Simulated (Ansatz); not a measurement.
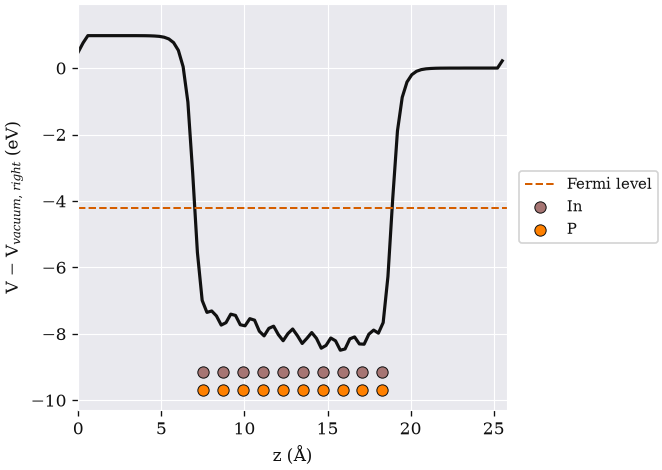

Plane-averaged electrostatic potential energy of an electron across the slab; circles at the bottom mark the heights of the atoms.

The Ansatz input:

```
crystal:
  lattice:
    - [4.1565024026, 0.0, 0.0]
    - [0.0, 10.181310001, 0.0]
    - [0.0, 0.0, 25.7989100146]
  atoms:
    - { symbol: In, position: [0.5, 0.6666666667, 0.2907099562] }
    - { symbol: P, position: [0.5, 0.4166666667, 0.2907099562] }
    - { symbol: In, position: [0.0, 0.3333333333, 0.3372188548] }
    - { symbol: P, position: [0.0, 0.0833333333, 0.3372188548] }
    - { symbol: In, position: [0.5, 0.0, 0.3837277534] }
    - { symbol: P, position: [0.5, 0.75, 0.3837277534] }
    - { symbol: In, position: [0.0, 0.6666666667, 0.4302366521] }
    - { symbol: P, position: [0.0, 0.4166666667, 0.4302366521] }
    - { symbol: In, position: [0.5, 0.3333333333, 0.4767455507] }
    - { symbol: P, position: [0.5, 0.0833333333, 0.4767455507] }
    - { symbol: In, position: [0.0, 0.0, 0.5232544493] }
    - { symbol: P, position: [0.0, 0.75, 0.5232544493] }
    - { symbol: In, position: [0.5, 0.6666666667, 0.5697633479] }
    - { symbol: P, position: [0.5, 0.4166666667, 0.5697633479] }
    - { symbol: In, position: [0.0, 0.3333333333, 0.6162722466] }
    - { symbol: P, position: [0.0, 0.0833333333, 0.6162722466] }
    - { symbol: In, position: [0.5, 0.0, 0.6627811452] }
    - { symbol: P, position: [0.5, 0.75, 0.6627811452] }
    - { symbol: In, position: [0.0, 0.6666666667, 0.7092900438] }
    - { symbol: P, position: [0.0, 0.4166666667, 0.7092900438] }
basis:
  ecutwfc: 420
kpoints:
  mp_grid: { grid: [8, 4, 1] }
hamiltonian:
  xc: pbesol
scf:
  occupations: { method: gaussian, width: 0.05 }
output:
  forces: true
  stress: true
  eigenvalues: true
  write_density: true
  write_potential: true
  elf: true
  volumetric_format: npy
efield:
  axis: 3
  dipole_correction: true
  ramp_width: 0.04
```

Command:
```bash
ansatz run input.yaml --threads 2 --pin off --max-ram 5120MiB --backend cpu --events-out ev --progress --plain --runs-dir out
```

> What is the work function?

The work function is 4.22 eV at the right face and 5.20 eV at the left.

> Do the two faces differ, and what does that say about the slab's dipole?

The vacuum level is 0.98 eV higher at the left than at the right, so the slab carries a dipole along its normal; the ramp in the vacuum, at or near the edge of the plot, is the dipole correction that keeps each side flat.

> How thick are slab and vacuum?

The outermost atoms are 10.8 Å apart, which leaves 15.0 Å of vacuum in a cell 25.8 Å high.

The atoms aren't at rest in this cell (largest force 1.6 eV/Å), so the relaxed material can differ.
